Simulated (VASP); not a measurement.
# Geometry relaxation of GeSe (part 5 of 5)

Continued. System: GeSe (Pnma, 8 atoms in the cell). Method: Kohn-Sham DFT of a periodic cell, PBE with D3(BJ), VASP PAW PBE potentials, recommended, no spin polarisation (VASP 6.6.1); cutoff 600 eV, 4×8×6 k-mesh, Gaussian smearing of 0.03 eV. The structure derives from an entry of the Crystallography Open Database.

Geometry of the input (Å; fractional positions):
```
10.7900  0.0000  0.0000
0.0000  3.8200  0.0000
0.0000  0.0000  4.3800
Ge 0.1210  0.7500  0.8940
Ge 0.6210  0.7500  0.6060
Ge 0.3790  0.2500  0.3940
Ge 0.8790  0.2500  0.1060
Se 0.8520  0.7500  0.4970
Se 0.3520  0.7500  0.0030
Se 0.6480  0.2500  0.9970
Se 0.1480  0.2500  0.5030
```

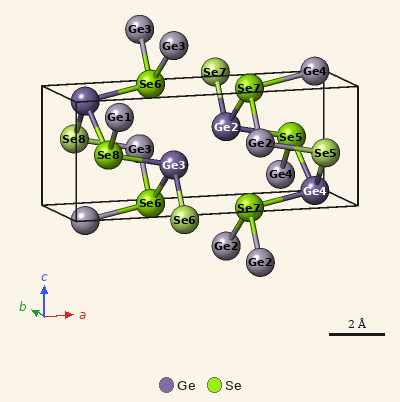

*The geometry at step 13 of the log (ball-and-stick view of the cell of the calculation, seen slightly off an axis; neighbours outside the cell are drawn fainter; atoms are numbered from 1 in the order of the input).*

**Trajectory as extended XYZ, continued**
```
8
Lattice="11.0679 0.0000 0.0000 0.0000 3.9065 0.0000 0.0000 -0.0000 4.4637" Properties=species:S:1:pos:R:3:forces:R:3 step=1 energy=-36.66605
Ge    1.3327    2.9299    3.9903    0.2222   0.0000  -0.1828
Ge    6.8666    2.9299    2.7052    0.2222   0.0000   0.1828
Ge    4.2013    0.9766    1.7585   -0.2222   0.0000  -0.1828
Ge    9.7352    0.9766    0.4734   -0.2222   0.0000   0.1828
Se    9.4424    2.9299    2.2191   -0.0782   0.0000  -0.1424
Se    3.9085    2.9299    0.0128   -0.0782   0.0000   0.1424
Se    7.1594    0.9766    4.4509    0.0782   0.0000  -0.1424
Se    1.6255    0.9766    2.2446    0.0782   0.0000   0.1424
8
Lattice="10.9553 0.0000 0.0000 0.0000 3.8715 0.0000 0.0000 -0.0000 4.4298" Properties=species:S:1:pos:R:3:forces:R:3 step=2 energy=-36.70856
Ge    1.3217    2.9036    3.9601    0.0821   0.0000  -0.1020
Ge    6.7993    2.9036    2.6846    0.0821   0.0000   0.1020
Ge    4.1560    0.9679    1.7452   -0.0821   0.0000  -0.1020
Ge    9.6336    0.9679    0.4697   -0.0821   0.0000   0.1020
Se    9.3415    2.9036    2.2020    0.0488   0.0000  -0.0706
Se    3.8638    2.9036    0.0129    0.0488   0.0000   0.0706
Se    7.0915    0.9679    4.4169   -0.0488   0.0000  -0.0706
Se    1.6139    0.9679    2.2278   -0.0488   0.0000   0.0706
8
Lattice="10.9520 0.0000 0.0000 0.0000 3.8704 0.0000 0.0000 -0.0000 4.4288" Properties=species:S:1:pos:R:3:forces:R:3 step=3 energy=-36.70860
Ge    1.3213    2.9028    3.9592    0.0771   0.0000  -0.1000
Ge    6.7973    2.9028    2.6840    0.0771   0.0000   0.1000
Ge    4.1547    0.9676    1.7448   -0.0771   0.0000  -0.1000
Ge    9.6307    0.9676    0.4696   -0.0771   0.0000   0.1000
Se    9.3385    2.9028    2.2015    0.0529   0.0000  -0.0687
Se    3.8625    2.9028    0.0129    0.0529   0.0000   0.0687
Se    7.0895    0.9676    4.4159   -0.0529   0.0000  -0.0687
Se    1.6135    0.9676    2.2273   -0.0529   0.0000   0.0687
8
Lattice="10.9589 0.0000 0.0000 0.0000 3.8748 -0.0000 0.0000 -0.0000 4.4245" Properties=species:S:1:pos:R:3:forces:R:3 step=4 energy=-36.71229
Ge    1.3255    2.9061    3.9509    0.0641   0.0000  -0.0603
Ge    6.8049    2.9061    2.6858    0.0641   0.0000   0.0603
Ge    4.1540    0.9687    1.7387   -0.0641   0.0000  -0.0603
Ge    9.6334    0.9687    0.4735   -0.0641   0.0000   0.0603
Se    9.3469    2.9061    2.1963    0.0389   0.0000  -0.0297
Se    3.8675    2.9061    0.0159    0.0389   0.0000   0.0297
Se    7.0914    0.9687    4.4085   -0.0389   0.0000  -0.0297
Se    1.6120    0.9687    2.2282   -0.0389   0.0000   0.0297
8
Lattice="10.9682 0.0000 0.0000 0.0000 3.8807 -0.0000 0.0000 -0.0000 4.4186" Properties=species:S:1:pos:R:3:forces:R:3 step=5 energy=-36.71446
Ge    1.3311    2.9105    3.9397    0.0455   0.0000  -0.0052
Ge    6.8152    2.9105    2.6882    0.0455   0.0000   0.0052
Ge    4.1530    0.9702    1.7304   -0.0455   0.0000  -0.0052
Ge    9.6371    0.9702    0.4789   -0.0455   0.0000   0.0052
Se    9.3583    2.9105    2.1893    0.0200   0.0000   0.0247
Se    3.8742    2.9105    0.0200    0.0200   0.0000  -0.0247
Se    7.0940    0.9702    4.3986   -0.0200   0.0000   0.0247
Se    1.6099    0.9702    2.2293   -0.0200   0.0000  -0.0247
8
Lattice="10.9696 0.0000 0.0000 0.0000 3.8815 -0.0000 0.0000 -0.0000 4.4177" Properties=species:S:1:pos:R:3:forces:R:3 step=6 energy=-36.71453
Ge    1.3319    2.9112    3.9380    0.0430   0.0000   0.0029
Ge    6.8167    2.9112    2.6885    0.0430   0.0000  -0.0029
Ge    4.1529    0.9704    1.7292   -0.0430   0.0000   0.0029
Ge    9.6377    0.9704    0.4797   -0.0430   0.0000  -0.0029
Se    9.3600    2.9112    2.1882    0.0171   0.0000   0.0328
Se    3.8752    2.9112    0.0206    0.0171   0.0000  -0.0328
Se    7.0944    0.9704    4.3971   -0.0171   0.0000   0.0328
Se    1.6096    0.9704    2.2295   -0.0171   0.0000  -0.0328
8
Lattice="10.9572 0.0000 0.0000 0.0000 3.8865 -0.0000 0.0000 -0.0000 4.4249" Properties=species:S:1:pos:R:3:forces:R:3 step=7 energy=-36.71567
Ge    1.3341    2.9149    3.9430    0.0279   0.0000  -0.0002
Ge    6.8127    2.9149    2.6944    0.0279   0.0000   0.0002
Ge    4.1445    0.9716    1.7305   -0.0279   0.0000  -0.0002
Ge    9.6231    0.9716    0.4819   -0.0279   0.0000   0.0002
Se    9.3513    2.9149    2.1926    0.0238   0.0000   0.0253
Se    3.8727    2.9149    0.0198    0.0238   0.0000  -0.0253
Se    7.0845    0.9716    4.4051   -0.0238   0.0000   0.0253
Se    1.6059    0.9716    2.2323   -0.0238   0.0000  -0.0253
8
Lattice="10.9415 0.0000 0.0000 0.0000 3.8928 -0.0000 0.0000 -0.0000 4.4341" Properties=species:S:1:pos:R:3:forces:R:3 step=8 energy=-36.71569
Ge    1.3369    2.9196    3.9493    0.0087   0.0000  -0.0049
Ge    6.8076    2.9196    2.7018    0.0087   0.0000   0.0049
Ge    4.1339    0.9732    1.7323   -0.0087   0.0000  -0.0049
Ge    9.6047    0.9732    0.4848   -0.0087   0.0000   0.0049
Se    9.3404    2.9196    2.1982    0.0326   0.0000   0.0153
Se    3.8696    2.9196    0.0189    0.0326   0.0000  -0.0153
Se    7.0719    0.9732    4.4152   -0.0326   0.0000   0.0153
Se    1.6012    0.9732    2.2359   -0.0326   0.0000  -0.0153
8
Lattice="10.9485 0.0000 0.0000 0.0000 3.8900 -0.0000 0.0000 -0.0000 4.4300" Properties=species:S:1:pos:R:3:forces:R:3 step=9 energy=-36.71586
Ge    1.3356    2.9175    3.9465    0.0179   0.0000  -0.0028
Ge    6.8099    2.9175    2.6985    0.0179   0.0000   0.0028
Ge    4.1386    0.9725    1.7315   -0.0179   0.0000  -0.0028
Ge    9.6129    0.9725    0.4835   -0.0179   0.0000   0.0028
Se    9.3453    2.9175    2.1957    0.0284   0.0000   0.0199
Se    3.8710    2.9175    0.0193    0.0284   0.0000  -0.0199
Se    7.0775    0.9725    4.4107   -0.0284   0.0000   0.0199
Se    1.6033    0.9725    2.2343   -0.0284   0.0000  -0.0199
8
Lattice="10.9348 0.0000 0.0000 0.0000 3.8868 -0.0000 0.0000 -0.0000 4.4313" Properties=species:S:1:pos:R:3:forces:R:3 step=10 energy=-36.71647
Ge    1.3370    2.9151    3.9466   -0.0020   0.0000   0.0037
Ge    6.8044    2.9151    2.7003   -0.0020   0.0000  -0.0037
Ge    4.1304    0.9717    1.7310    0.0020   0.0000   0.0037
Ge    9.5978    0.9717    0.4847    0.0020   0.0000  -0.0037
Se    9.3358    2.9151    2.1976    0.0361   0.0000   0.0232
Se    3.8684    2.9151    0.0181    0.0361   0.0000  -0.0232
Se    7.0664    0.9717    4.4132   -0.0361   0.0000   0.0232
Se    1.5990    0.9717    2.2337   -0.0361   0.0000  -0.0232
8
Lattice="10.9270 0.0000 0.0000 0.0000 3.8849 -0.0000 0.0000 -0.0000 4.4320" Properties=species:S:1:pos:R:3:forces:R:3 step=11 energy=-36.71653
Ge    1.3378    2.9137    3.9467   -0.0140   0.0000   0.0073
Ge    6.8013    2.9137    2.7014   -0.0140   0.0000  -0.0073
Ge    4.1257    0.9712    1.7307    0.0140   0.0000   0.0073
Ge    9.5893    0.9712    0.4853    0.0140   0.0000  -0.0073
Se    9.3305    2.9137    2.1986    0.0401   0.0000   0.0248
Se    3.8669    2.9137    0.0174    0.0401   0.0000  -0.0248
Se    7.0601    0.9712    4.4146   -0.0401   0.0000   0.0248
Se    1.5966    0.9712    2.2334   -0.0401   0.0000  -0.0248
8
Lattice="10.9294 0.0000 0.0000 0.0000 3.8822 -0.0000 0.0000 -0.0000 4.4345" Properties=species:S:1:pos:R:3:forces:R:3 step=12 energy=-36.71704
Ge    1.3401    2.9117    3.9483   -0.0119   0.0000   0.0061
Ge    6.8049    2.9117    2.7035   -0.0119   0.0000  -0.0061
Ge    4.1246    0.9706    1.7310    0.0119   0.0000   0.0061
Ge    9.5893    0.9706    0.4863    0.0119   0.0000  -0.0061
Se    9.3352    2.9117    2.2014    0.0296   0.0000   0.0234
Se    3.8705    2.9117    0.0159    0.0296   0.0000  -0.0234
Se    7.0589    0.9706    4.4187   -0.0296   0.0000   0.0234
Se    1.5942    0.9706    2.2331   -0.0296   0.0000  -0.0234
8
Lattice="10.9361 0.0000 0.0000 0.0000 3.8748 -0.0000 0.0000 0.0000 4.4414" Properties=species:S:1:pos:R:3:forces:R:3 step=13 energy=-36.71767
Ge    1.3467    2.9061    3.9526   -0.0100   0.0000   0.0029
Ge    6.8147    2.9061    2.7095   -0.0100   0.0000  -0.0029
Ge    4.1214    0.9687    1.7319    0.0100   0.0000   0.0029
Ge    9.5894    0.9687    0.4888    0.0100   0.0000  -0.0029
Se    9.3484    2.9061    2.2091    0.0006   0.0000   0.0185
Se    3.8804    2.9061    0.0116    0.0006   0.0000  -0.0185
Se    7.0557    0.9687    4.4298   -0.0006   0.0000   0.0185
Se    1.5877    0.9687    2.2323   -0.0006   0.0000  -0.0185
8
Lattice="10.9437 0.0000 0.0000 0.0000 3.8763 -0.0000 0.0000 0.0000 4.4396" Properties=species:S:1:pos:R:3:forces:R:3 step=14 energy=-36.71784
Ge    1.3469    2.9073    3.9512   -0.0006   0.0000  -0.0002
Ge    6.8187    2.9073    2.7082   -0.0006   0.0000   0.0002
Ge    4.1250    0.9691    1.7314    0.0006   0.0000  -0.0002
Ge    9.5968    0.9691    0.4884    0.0006   0.0000   0.0002
Se    9.3545    2.9073    2.2086   -0.0040   0.0000   0.0165
Se    3.8826    2.9073    0.0112   -0.0040   0.0000  -0.0165
Se    7.0611    0.9691    4.4284    0.0040   0.0000   0.0165
Se    1.5892    0.9691    2.2310    0.0040   0.0000  -0.0165
8
Lattice="10.9456 0.0000 0.0000 0.0000 3.8767 -0.0000 0.0000 0.0000 4.4392" Properties=species:S:1:pos:R:3:forces:R:3 step=15 energy=-36.71786
Ge    1.3469    2.9075    3.9509    0.0007   0.0000  -0.0007
Ge    6.8197    2.9075    2.7079    0.0007   0.0000   0.0007
Ge    4.1259    0.9692    1.7313   -0.0007   0.0000  -0.0007
Ge    9.5987    0.9692    0.4883   -0.0007   0.0000   0.0007
Se    9.3560    2.9075    2.2085   -0.0052   0.0000   0.0160
Se    3.8832    2.9075    0.0111   -0.0052   0.0000  -0.0160
Se    7.0624    0.9692    4.4281    0.0052   0.0000   0.0160
Se    1.5896    0.9692    2.2307    0.0052   0.0000  -0.0160
8
Lattice="10.9495 0.0000 0.0000 0.0000 3.8775 -0.0000 0.0000 -0.0000 4.4382" Properties=species:S:1:pos:R:3:forces:R:3 step=16 energy=-36.71788
Ge    1.3470    2.9081    3.9502    0.0053   0.0000  -0.0022
Ge    6.8218    2.9081    2.7072    0.0053   0.0000   0.0022
Ge    4.1277    0.9694    1.7310   -0.0053   0.0000  -0.0022
Ge    9.6024    0.9694    0.4881   -0.0053   0.0000   0.0022
Se    9.3591    2.9081    2.2082   -0.0075   0.0000   0.0150
Se    3.8843    2.9081    0.0109   -0.0075   0.0000  -0.0150
Se    7.0651    0.9694    4.4274    0.0075   0.0000   0.0150
Se    1.5904    0.9694    2.2300    0.0075   0.0000  -0.0150
8
Lattice="10.9519 0.0000 0.0000 0.0000 3.8776 -0.0000 0.0000 -0.0000 4.4349" Properties=species:S:1:pos:R:3:forces:R:3 step=17 energy=-36.71800
Ge    1.3470    2.9082    3.9473    0.0058   0.0000  -0.0011
Ge    6.8229    2.9082    2.7051    0.0058   0.0000   0.0011
Ge    4.1289    0.9694    1.7298   -0.0058   0.0000  -0.0011
Ge    9.6049    0.9694    0.4876   -0.0058   0.0000   0.0011
Se    9.3606    2.9082    2.2072   -0.0060   0.0000   0.0157
Se    3.8847    2.9082    0.0102   -0.0060   0.0000  -0.0157
Se    7.0671    0.9694    4.4247    0.0060   0.0000   0.0157
Se    1.5912    0.9694    2.2277    0.0060   0.0000  -0.0157
8
Lattice="10.9561 0.0000 0.0000 0.0000 3.8778 -0.0000 0.0000 -0.0000 4.4290" Properties=species:S:1:pos:R:3:forces:R:3 step=18 energy=-36.71809
Ge    1.3469    2.9083    3.9422    0.0076   0.0000   0.0008
Ge    6.8250    2.9083    2.7013    0.0076   0.0000  -0.0008
Ge    4.1311    0.9694    1.7277   -0.0076   0.0000   0.0008
Ge    9.6092    0.9694    0.4868   -0.0076   0.0000  -0.0008
Se    9.3635    2.9083    2.2054   -0.0037   0.0000   0.0180
Se    3.8854    2.9083    0.0091   -0.0037   0.0000  -0.0180
Se    7.0707    0.9694    4.4199    0.0037   0.0000   0.0180
Se    1.5927    0.9694    2.2236    0.0037   0.0000  -0.0180
8
Lattice="10.9568 0.0000 0.0000 0.0000 3.8778 -0.0000 0.0000 -0.0000 4.4280" Properties=species:S:1:pos:R:3:forces:R:3 step=19 energy=-36.71809
Ge    1.3469    2.9084    3.9413    0.0074   0.0000   0.0012
Ge    6.8253    2.9084    2.7007    0.0074   0.0000  -0.0012
Ge    4.1315    0.9695    1.7273   -0.0074   0.0000   0.0012
Ge    9.6099    0.9695    0.4867   -0.0074   0.0000  -0.0012
Se    9.3639    2.9084    2.2051   -0.0033   0.0000   0.0180
Se    3.8855    2.9084    0.0089   -0.0033   0.0000  -0.0180
Se    7.0713    0.9695    4.4191    0.0033   0.0000   0.0180
Se    1.5929    0.9695    2.2230    0.0033   0.0000  -0.0180
8
Lattice="10.9563 0.0000 0.0000 0.0000 3.8778 -0.0000 0.0000 -0.0000 4.4288" Properties=species:S:1:pos:R:3:forces:R:3 step=20 energy=-36.71809
Ge    1.3469    2.9083    3.9420    0.0056   0.0000   0.0010
Ge    6.8250    2.9083    2.7012    0.0056   0.0000  -0.0010
Ge    4.1312    0.9694    1.7276   -0.0056   0.0000   0.0010
Ge    9.6093    0.9694    0.4868   -0.0056   0.0000  -0.0010
Se    9.3636    2.9083    2.2053   -0.0036   0.0000   0.0179
Se    3.8854    2.9083    0.0091   -0.0036   0.0000  -0.0179
Se    7.0708    0.9694    4.4197    0.0036   0.0000   0.0179
Se    1.5927    0.9694    2.2235    0.0036   0.0000  -0.0179
8
Lattice="10.9565 0.0000 0.0000 0.0000 3.8778 -0.0000 0.0000 -0.0000 4.4284" Properties=species:S:1:pos:R:3:forces:R:3 step=21 energy=-36.71809
Ge    1.3469    2.9084    3.9417    0.0072   0.0000   0.0011
Ge    6.8252    2.9084    2.7010    0.0072   0.0000  -0.0011
Ge    4.1314    0.9695    1.7275   -0.0072   0.0000   0.0011
Ge    9.6096    0.9695    0.4867   -0.0072   0.0000  -0.0011
Se    9.3637    2.9084    2.2052   -0.0034   0.0000   0.0180
Se    3.8855    2.9084    0.0090   -0.0034   0.0000  -0.0180
Se    7.0711    0.9695    4.4194    0.0034   0.0000   0.0180
Se    1.5928    0.9695    2.2232    0.0034   0.0000  -0.0180
8
Lattice="10.9596 0.0000 0.0000 0.0000 3.8796 -0.0000 0.0000 -0.0000 4.4259" Properties=species:S:1:pos:R:3:forces:R:3 step=22 energy=-36.71816
Ge    1.3471    2.9097    3.9396    0.0084   0.0000  -0.0026
Ge    6.8269    2.9097    2.6993    0.0084   0.0000   0.0026
Ge    4.1327    0.9699    1.7266   -0.0084   0.0000  -0.0026
Ge    9.6125    0.9699    0.4863   -0.0084   0.0000   0.0026
Se    9.3657    2.9097    2.2052   -0.0012   0.0000   0.0134
Se    3.8859    2.9097    0.0078   -0.0012   0.0000  -0.0134
Se    7.0737    0.9699    4.4181    0.0012   0.0000   0.0134
Se    1.5939    0.9699    2.2207    0.0012   0.0000  -0.0134
8
Lattice="10.9628 0.0000 0.0000 0.0000 3.8814 -0.0000 0.0000 -0.0000 4.4234" Properties=species:S:1:pos:R:3:forces:R:3 step=23 energy=-36.71819
Ge    1.3473    2.9110    3.9374    0.0106   0.0000  -0.0065
Ge    6.8287    2.9110    2.6976    0.0106   0.0000   0.0065
Ge    4.1341    0.9703    1.7257   -0.0106   0.0000  -0.0065
Ge    9.6155    0.9703    0.4859   -0.0106   0.0000   0.0065
Se    9.3678    2.9110    2.2051    0.0011   0.0000   0.0090
Se    3.8864    2.9110    0.0065    0.0011   0.0000  -0.0090
Se    7.0764    0.9703    4.4168   -0.0011   0.0000   0.0090
Se    1.5950    0.9703    2.2182   -0.0011   0.0000  -0.0090
8
Lattice="10.9599 0.0000 0.0000 0.0000 3.8817 -0.0000 0.0000 -0.0000 4.4233" Properties=species:S:1:pos:R:3:forces:R:3 step=24 energy=-36.71824
Ge    1.3473    2.9113    3.9371    0.0069   0.0000  -0.0068
Ge    6.8273    2.9113    2.6978    0.0069   0.0000   0.0068
Ge    4.1327    0.9704    1.7255   -0.0069   0.0000  -0.0068
Ge    9.6127    0.9704    0.4861   -0.0069   0.0000   0.0068
Se    9.3653    2.9113    2.2056    0.0048   0.0000   0.0076
Se    3.8853    2.9113    0.0061    0.0048   0.0000  -0.0076
Se    7.0746    0.9704    4.4172   -0.0048   0.0000   0.0076
Se    1.5946    0.9704    2.2177   -0.0048   0.0000  -0.0076
```

**Key numbers**

| quantity | value |
| --- | --- |
| outcome | converged |
| space group (tolerance 0.01 Å) | Pnma (62) |
| electrons treated | 80 |
| free energy | −36.7182 eV |
| dispersion energy | −2.8635 eV |
| Fermi energy | 4.310 eV |
| gap on the k-point mesh | 0.71 eV |
| pressure | 0.00 GPa |
| final volume | 188.18 Å³ |
| largest force (length of the vector) at the end | 0.010 eV/Å |
| final cell | a = 10.960 Å, b = 3.882 Å, c = 4.423 Å, α = 90.00°, β = 90.00°, γ = 90.00° |
| hardware | 8 threads of Intel Xeon @ 2.90GHz (Ice Lake), 360 GiB of memory available, shared host |
| wall time | 36 min (CPU time 4.8 h) |
| peak memory | 0.71 GiB |
